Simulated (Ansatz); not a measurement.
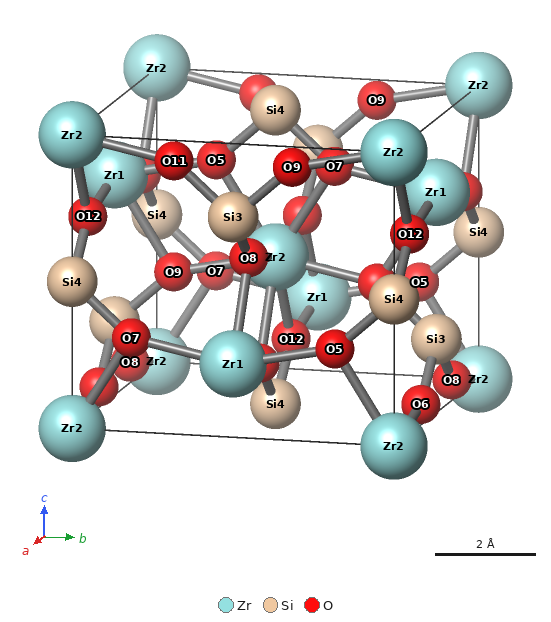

**Figure 1.** The structure as given in the input (ball-and-stick view of the cell 2 times as large as that of the calculation, set on its symmetry axes, seen slightly off an axis; atoms are numbered from 1 in the order of the input).

Band-structure calculation of ZrSiO₄

The run: band-structure calculation of ZrSiO₄ (I4₁/amd, 12 atoms in the cell). Method and program: DFT PBE, scalar-relativistic, plane waves, PAW, no spin polarisation (Ansatz 0.2.0).

The structure derives from an entry of the Crystallography Open Database. Figures and captions count atoms from 1; the log counts them from 0 in places.

The input:
```yaml
crystal:
  lattice:
    - [-3.3387732574, 3.3387732574, 3.0118785501]
    - [3.3387732574, -3.3387732574, 3.0118785501]
    - [3.3387732574, 3.3387732574, -3.0118785501]
  atoms:
    - { symbol: Zr, position: [0.75, 0.25, 0.5] }
    - { symbol: Zr, position: [0.0, 0.0, 0.0] }
    - { symbol: Si, position: [0.25, 0.75, 0.5] }
    - { symbol: Si, position: [0.5, 0.5, 0.0] }
    - { symbol: O, position: [0.1359092037, 0.3196721472, 0.8162370564] }
    - { symbol: O, position: [0.0696721472, 0.7534350908, 0.6837629436] }
    - { symbol: O, position: [0.5034350908, 0.3196721472, 0.1837629436] }
    - { symbol: O, position: [0.0696721472, 0.3859092037, 0.3162370564] }
    - { symbol: O, position: [0.6140907963, 0.9303278528, 0.6837629436] }
    - { symbol: O, position: [0.6803278528, 0.8640907963, 0.1837629436] }
    - { symbol: O, position: [0.2465649092, 0.9303278528, 0.3162370564] }
    - { symbol: O, position: [0.6803278528, 0.4965649092, 0.8162370564] }
basis:
  ecutwfc: 420
kpoints:
  mp_grid: { grid: [6, 6, 6] }
  band_path:
    path:
      - [[0.0, 0.0, 0.0], [0.0, 0.0, 0.5], [-0.5, 0.5, 0.5], [0.0, 0.0, 0.0], [0.45344221, 0.45344221, -0.45344221]]
      - [[-0.45344221, 0.54655779, 0.45344221], [-0.5, 0.5, 0.5]]
      - [[0.0, 0.0, 0.5], [0.25, 0.25, 0.25], [0.0, 0.5, 0.0], [0.0, 0.0, 0.0]]
    npoints: 10
hamiltonian:
  xc: pbe
scf:
  occupations: { method: gaussian, width: 0.02 }
  n_extra_bands: 30
output:
  forces: true
  stress: true
  eigenvalues: true
  populations: true
  dos: { projected: true, de: 0.02, nscf_kmesh: { grid: [9, 9, 9] } }
  bader: false
  write_density: true
  write_potential: true
  elf: true
  volumetric_format: npy
```

Command:
```bash
ansatz run input.yaml --threads 2 --pin off --max-ram 5120MiB --backend cpu --events-out ev --progress --plain --runs-dir out
```

The program's output:
```
scf.n_extra_bands = 30 over 40 filled bands (N_el = 80.0): the run solves 70 bands
Engine: ansatz 0.2.0, x86_64-unknown-linux-gnu
Pseudopotentials: kind: paw
Pseudopotential: Zr, paw, valence charge 12, recommended cutoff 420 eV (normal), Zr.paw.azcp
Pseudopotential: Si, paw, valence charge 4, recommended cutoff 420 eV (normal), Si.paw.azcp
Pseudopotential: O, paw, valence charge 6, recommended cutoff 420 eV (normal), O.paw.azcp
Functional definition: PBE
  parameter kappa = 0.804
  parameter beta = 0.06672455060314922
  exchange = pbe_x(kappa = kappa, mu = beta*pi^2/3)
  correlation = pbe_c(beta = beta)
Crystal: 12 atoms, lattice volume = 134.299 Å³
Basis set: ecut = 420 eV, 2595 PW (Γ), exchange–correlation on 80×80×80 points (8 copies of the dense FFT grid, shifted against one another)
Bands: 70, of which v1, the nominal top of the filled ones, is band 40 counted from 1 (39 counted from 0)
Symmetry: 16 space group operations
Space group: I41/amd (ITA 141), of the structure as read, at distance tolerance 5.1e-5 Å
k-points: 30 of 216
Non-local potential: Zr, projectors of the file, l = 0: 3, l = 1: 2, l = 2: 2, l = 3: 2
Non-local potential: Si, projectors of the file, l = 0: 2, l = 1: 2, l = 2: 2
Non-local potential: O, projectors of the file, l = 0: 2, l = 1: 2, l = 2: 1
PAW form: soft (Blöchl's): semilocal exchange-correlation on the pseudo side does not see the compensation charge
PAW one-centre angular grid: Zr, 590 points (default); XC on 64 Gauss nodes
PAW one-centre angular grid: Si, 110 points (default); XC on 64 Gauss nodes
PAW one-centre angular grid: O, 110 points (default); XC on 64 Gauss nodes
Initial density: superposition of atomic densities (neutral atoms: chi_scale 0, normalization atom), corrected by the library's trained network
Initial wavefunctions: pseudopotential atomic-orbital guess
Functional: x = pbe(κ = 0.804, μ = 0.2195149727645171), c = pbe(β = 0.06672455060314922)
SCF iter   1: F=—  HF=-14196.436726 eV  |F-HF|=—  |Δ(HF+E_count)|=         —  Δρ=2.50e-3  dr2=3.12e-3  ethr=1.77e-3  ⟨swp⟩=6.0  Hψ=9743  notcnv=0  defer=137
preconditioner: auto → Resta (q_TF=auto, 2.503 Å⁻¹)  ε∞=2.9  [insulator: Δε(μ)=4.582 eV  Ē_g=20.417 eV  σ=0.020 eV  W_gap=1.00  n_scr=42 (ndim 8)  ℏωp=27.9 eV  f_vac=0.010  D(μ)=0.00/eV (n_scr^D=0)  ε∞_Penn≈2.9]
SCF iter   2: F=—  HF=-14196.439192 eV  |F-HF|=—  |Δ(HF+E_count)|=   2.47e-3  Δρ=1.42e-3  dr2=8.22e-4  ethr=3.90e-6  ⟨swp⟩=2.0  Hψ=3827  notcnv=0  defer=697
SCF iter   3: F=—  HF=-14196.440146 eV  |F-HF|=—  |Δ(HF+E_count)|=   9.54e-4  Δρ=2.91e-4  dr2=1.09e-4  ethr=1.03e-6  ⟨swp⟩=2.0  Hψ=2719  notcnv=0  defer=697
SCF iter   4: F=—  HF=-14196.440158 eV  |F-HF|=—  |Δ(HF+E_count)|=   1.18e-5  Δρ=1.09e-4  dr2=2.37e-5  ethr=1.36e-7  ⟨swp⟩=3.0  Hψ=2425  notcnv=0  defer=697
SCF iter   5: F=—  HF=-14196.440174 eV  |F-HF|=—  |Δ(HF+E_count)|=   1.67e-5  Δρ=2.43e-5  dr2=1.33e-6  ethr=2.97e-8  ⟨swp⟩=2.1  Hψ=2081  notcnv=0  defer=697
SCF iter   6: F=-14196.440174 eV  HF=-14196.440174 eV  |F-HF|=3.19e-9  |Δ(HF+E_count)|=   2.57e-7  Δρ=2.50e-6  dr2=1.15e-8  ethr=1.25e-10  ⟨swp⟩=14.4  Hψ=15919  notcnv=0
SCF 1 converged in 6 iterations: F = -14196.440174 eV  dr2 = 1.15e-8
  greatest PAW one-centre occupation: 0.995 electrons in one spin orbital (limit 2), on the Zr atom at site 1 (counted from 0), in its partial waves of l = 0
```

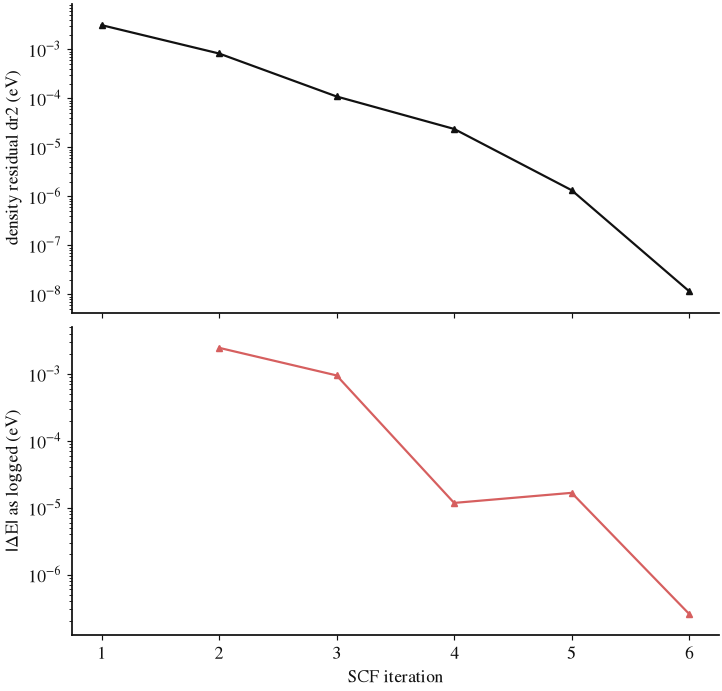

**Figure 2.** Convergence of the self-consistent field: density residual dr2 and size of the energy change against the SCF iteration. The residual falls at every step.

```
NSCF: frozen V_eff on 83 k-points
NSCF: frozen V_eff on 75 k-points
SCF converged after 6 iterations
Free energy (F): -14196.440174 eV
Harris-Foulkes:  -14196.440174 eV  (|F-HF|=3.19e-9)
Internal energy: -14196.440174 eV  (E = F + TS)
E sigma→0 (E₀):  -14196.440174 eV
Fermi energy:    10.032583 eV
--- Per-component energies (eV) ---
  E_band       = -291.837241
  E_kinetic    = 2173.358629
  E_local      = -4360.487595  (includes V_loc(G=0)·N_el)
  E_nonlocal   = 582.358222
  E_hartree    = 1501.559830
  E_xc         = -1031.656571
  E_vxc        = -1238.747847  (∫ρ·V_xc dr)
  E_paw        = -8198.755313  (= ΣΔE_a)
  E_vpaw       = -451.455445  (= ΣTr[D̂ρ^β])
  E_aug_tail   = 0.020005  (compensation charges beyond the density's cutoff)
  E_ewald      = -4862.837380
  E_smearing   = -0.000000  (= −TS)
  E_closure    = -0.000000  (closes the sum)
  Σ components = -14196.440174   (vs F -14196.440174, Δ=0.00e0)
--- Forces (eV/Å), atoms counted from 1 ---
  atom   1  Zr     0.00000000     0.00000000    -0.00000000
  atom   2  Zr    -0.00000000     0.00000000     0.00000000
  atom   3  Si    -0.00000000     0.00000000    -0.00000000
  atom   4  Si     0.00000000     0.00000000     0.00000000
  atom   5  O     -0.00000000     0.00012853    -0.00063286
  atom   6  O     -0.00012853     0.00000000    -0.00063286
  atom   7  O      0.00000000    -0.00012853    -0.00063286
  atom   8  O      0.00012853    -0.00000000    -0.00063286
  atom   9  O      0.00000000    -0.00012853     0.00063286
  atom  10  O     -0.00012853     0.00000000     0.00063286
  atom  11  O      0.00000000     0.00012853     0.00063286
  atom  12  O      0.00012853    -0.00000000     0.00063286
  max |Σ_I F_I| component: 1.18e-18 eV/Å
--- Stress (GPa, compression-positive) ---
       -0.007620       0.000000       0.000000
        0.000000      -0.007620       0.000000
        0.000000      -0.000000      -0.023513
  P = ⅓ Tr σ = -0.0129 GPa (-0.129 kbar)
--- Band table (eV; the first three rows and the last of 30) ---
  k-point 0: bands = ["-40.0114", "-39.9868", "-18.2317", "-18.2317", "-18.1249", "-18.0861", "-17.9777", "-17.9777", "-11.1242", "-10.2782", "-9.4326", "-9.2524", "-8.8896", "-8.8896", "-8.7477", "-8.7477", "0.4188", "1.9509", "2.1057", "2.6208", "2.6208", "3.2504", "3.7572", "3.8483", "4.6987", "4.7096", "4.7096", "4.8502", "5.3401", "5.3401", "6.2010", "6.2010", "6.9183", "6.9183", "6.9820", "7.0728", "7.1688", "7.1688", "7.2012", "7.7309", "12.5315", "12.9267", "12.9774", "12.9774", "13.7658", "13.9018", "14.1108", "14.2782", "14.2782", "14.6209", "15.7744", "17.0981", "17.0981", "17.8588", "18.5226", "18.5226", "19.2164", "20.8017", "21.8099", "21.8954", "22.1914", "22.1914", "22.2301", "22.2301", "22.5247", "23.1819", "24.5883", "24.8000", "24.8836", "25.3091"]
  k-point 1: bands = ["-40.0097", "-39.9885", "-18.2410", "-18.2169", "-18.1164", "-18.0959", "-17.9974", "-17.9669", "-11.0311", "-10.2808", "-9.3885", "-9.2338", "-8.9418", "-8.9195", "-8.8380", "-8.7945", "0.6152", "2.0712", "2.2689", "2.5925", "2.6123", "3.4796", "3.9018", "4.0221", "4.1322", "4.3491", "4.8685", "5.1532", "5.2384", "5.2398", "6.1690", "6.2758", "6.8353", "6.8505", "6.9075", "6.9249", "6.9853", "7.0418", "7.1987", "7.6192", "12.4698", "12.7667", "12.9706", "12.9803", "13.8659", "14.0373", "14.0803", "14.3654", "14.3898", "15.0217", "15.9685", "17.1386", "17.1819", "17.4111", "18.7555", "19.1986", "19.3030", "20.5941", "21.1292", "21.2243", "21.6982", "22.0436", "22.7528", "22.7775", "22.9735", "23.3413", "24.7762", "24.7876", "24.8665", "25.2364"]
  k-point 2: bands = ["-40.0052", "-39.9930", "-18.2427", "-18.1750", "-18.1718", "-18.0488", "-18.0403", "-17.9647", "-10.7878", "-10.3272", "-9.2677", "-9.1803", "-9.0548", "-9.0237", "-8.9958", "-8.9208", "1.1330", "2.1621", "2.6970", "2.7123", "2.7326", "3.5892", "3.7500", "3.7711", "4.2304", "4.3627", "4.6668", "4.8941", "5.2964", "5.5820", "5.7984", "6.3403", "6.4707", "6.4996", "6.6812", "6.8581", "6.8759", "6.9480", "7.1341", "7.3570", "12.3949", "12.5093", "13.0538", "13.0852", "13.6601", "13.7185", "14.4583", "14.5977", "15.2440", "15.5629", "16.1712", "16.9763", "17.2611", "17.4425", "19.2564", "19.2703", "20.2115", "20.4151", "20.5343", "20.5507", "21.4118", "21.5853", "22.5127", "23.1029", "23.1709", "23.3682", "24.4107", "25.0531", "25.2166", "25.6662"]
  k-point 29: bands = ["-39.9991", "-39.9991", "-18.2502", "-18.2502", "-18.1079", "-18.1079", "-17.9627", "-17.9627", "-10.6693", "-10.6693", "-9.3928", "-9.3928", "-8.8426", "-8.8426", "-8.8046", "-8.8046", "0.9937", "0.9937", "2.8563", "2.8563", "3.0742", "3.0742", "4.1917", "4.1917", "4.7157", "4.7157", "4.9179", "4.9179", "5.9024", "5.9024", "6.0284", "6.0284", "6.2436", "6.2436", "6.4392", "6.4392", "6.6628", "6.6628", "6.9441", "6.9441", "13.0403", "13.0403", "13.3821", "13.3821", "13.4108", "13.4108", "14.2438", "14.2438", "14.9885", "14.9885", "17.0609", "17.0609", "17.5285", "17.5285", "19.2467", "19.2467", "19.5268", "19.5268", "19.9864", "19.9864", "21.9622", "21.9622", "22.2108", "22.2108", "22.8101", "22.8101", "25.2785", "25.2785", "25.4544", "25.4544"]
--- Löwdin populations: 12 sites ---
  site symbol       q [e]
     0     Zr     10.4272
     1     Zr     10.4272
     2     Si      2.3504
     3     Si      2.3504
     4      O      6.7257
     5      O      6.7257
     6      O      6.7257
     7      O      6.7257
     8      O      6.7257
     9      O      6.7257
    10      O      6.7257
    11      O      6.7257
  spilling = 0.007993 (of n_electrons = 80.000000)
```

File populations.tsv:
```
# site	symbol	l	j	q
# orbitals = lowdin
# n_electrons = 80.000000
# spilling = 0.007993
0	Zr	0_4S	-	1.954375
0	Zr	0_5S	-	0.384401
0	Zr	1_4P	-	5.983638
0	Zr	2_4D	-	2.104812
1	Zr	0_4S	-	1.954375
1	Zr	0_5S	-	0.384401
1	Zr	1_4P	-	5.983638
1	Zr	2_4D	-	2.104812
2	Si	0_3S	-	0.731252
2	Si	1_3P	-	1.619170
3	Si	0_3S	-	0.731252
3	Si	1_3P	-	1.619170
4	O	0_2S	-	1.665351
4	O	1_2P	-	5.060309
5	O	0_2S	-	1.665351
5	O	1_2P	-	5.060309
6	O	0_2S	-	1.665351
6	O	1_2P	-	5.060309
7	O	0_2S	-	1.665351
7	O	1_2P	-	5.060309
8	O	0_2S	-	1.665351
8	O	1_2P	-	5.060309
9	O	0_2S	-	1.665351
9	O	1_2P	-	5.060309
10	O	0_2S	-	1.665351
10	O	1_2P	-	5.060309
11	O	0_2S	-	1.665351
11	O	1_2P	-	5.060309
```

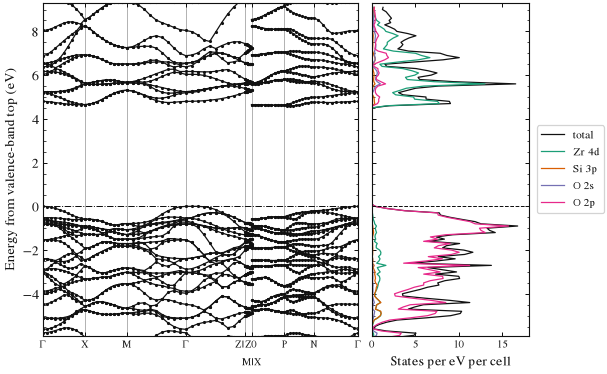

**Figure 3.** Band structure along Γ–X–M–Γ–Z|Z0–M|X–P–N–Γ and density of states (projected on Löwdin-orthogonalised atomic shells), with energies from the valence-band top. There is a gap of 4.59 eV on this path, indirect, from Γ to between P and N.

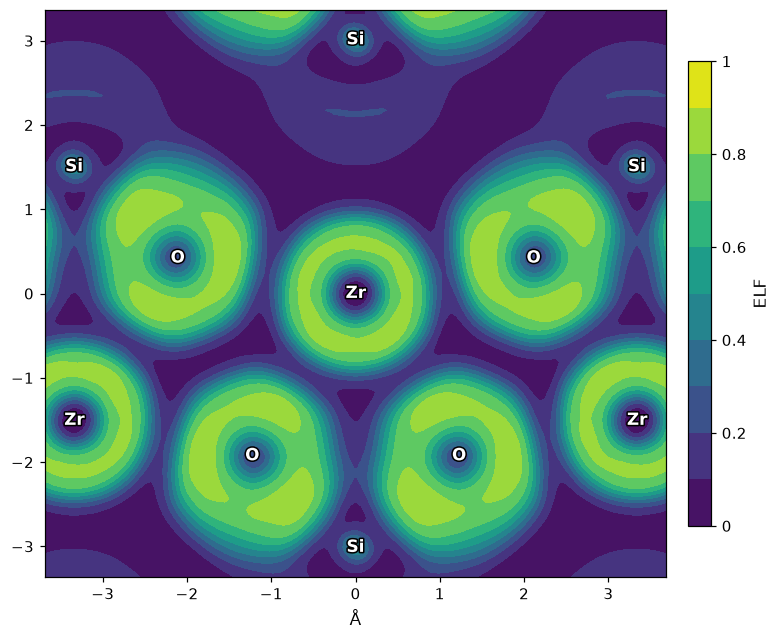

**Figure 4.** ELF on the (100) plane of the conventional cell. The section cuts through Zr, Si and O sites. Zr–O (2.15 Å): the ELF peaks at about 0.85 in the valence shell of O, 0.6 Å from its nucleus, and drops to about 0.20 between the two atoms. Zr–O (2.28 Å): the ELF peaks at about 0.85 in the valence shell of O, 0.7 Å from its nucleus, and drops to about 0.15 between the two atoms. The strong features right at Zr lie inside the PAW spheres (semicore, d or f shells) and say nothing about bonding. The fields are those of the smooth PAW valence density.

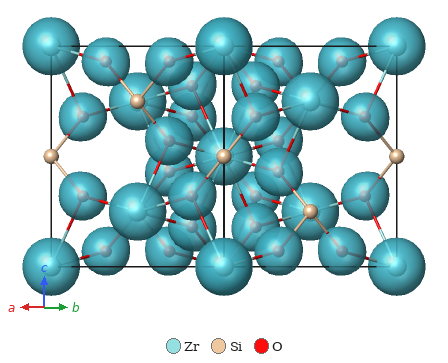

**Figure 5.** Isosurface of the valence charge density (pseudo) at 1.5 e/Å³ (cyan), seen along [110]. Sticks mark near contacts. The outline is the cell set on symmetry axes. At this value the density breaks into separate islands; it holds about 55 % of the electrons treated as valence (semicore included). It is pinched off along the Si–O (1.64 Å), Zr–O (2.15 Å) and Zr–O (2.28 Å) contacts. On the grid the lowest density along these lines, outside the cores, is 1 e/Å³ (Si–O, 1.64 Å), 0.56 e/Å³ (Zr–O, 2.15 Å) and 0.43 e/Å³ (Zr–O, 2.28 Å).

Key numbers:

| quantity | value |
| --- | --- |
| outcome | converged |
| space group (tolerance 0.01 Å) | I4₁/amd (141) |
| electrons treated | 80 |
| free energy | −14196.4402 eV |
| Fermi energy | 10.033 eV |
| gap on the k-point mesh | 4.60 eV |
| gap on the band path | 4.59 eV |
| pressure | −0.01 GPa |
| largest force (length of the vector) | 0.001 eV/Å |
| hardware | 2 threads of AMD EPYC (Zen 5), 24 GiB of memory available, shared host |
| wall time | 13 s (CPU time 24 s) |
| peak memory | 0.78 GiB |
